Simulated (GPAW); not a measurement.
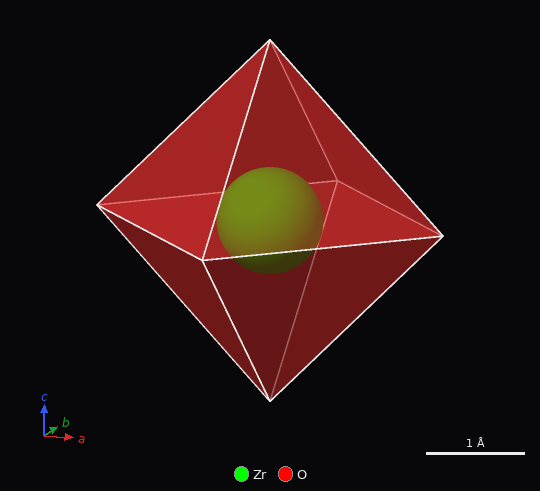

Voronoi–Dirichlet polyhedron, computed geometrically; every face belongs to one neighbour and no atomic radii are used. Central atom: Zr (4a) in ZrO₂; faces take the colour of the neighbour behind them. Source: a cell listed in the Materials Project, as set up for an electronic-structure calculation.

ZrO2, space group Fm-3m (No. 225), a = 5.090 Å, b = 5.090 Å, c = 5.090 Å, α = 90.00°, β = 90.00°, γ = 90.00°

```csv
site,Wyckoff,x,y,z
Zr,4a,0.0000,0.0000,0.0000
O,8c,0.2500,0.2500,0.7500
```

Q: Which neighbours share a face with the central atom?

A: 8 O (100 % of the solid angle).

Q: What is the volume of this Voronoi cell?

A: 9.3 Å³, against a mean of 11.0 Å³ per atom in this structure.

Q: Give the Voronoi index ⟨n3,n4,n5,n6,…⟩ (numbers of faces with 3, 4, 5, 6 … edges).

A: 8 faces, index ⟨8,0,0,0⟩: an octahedron.
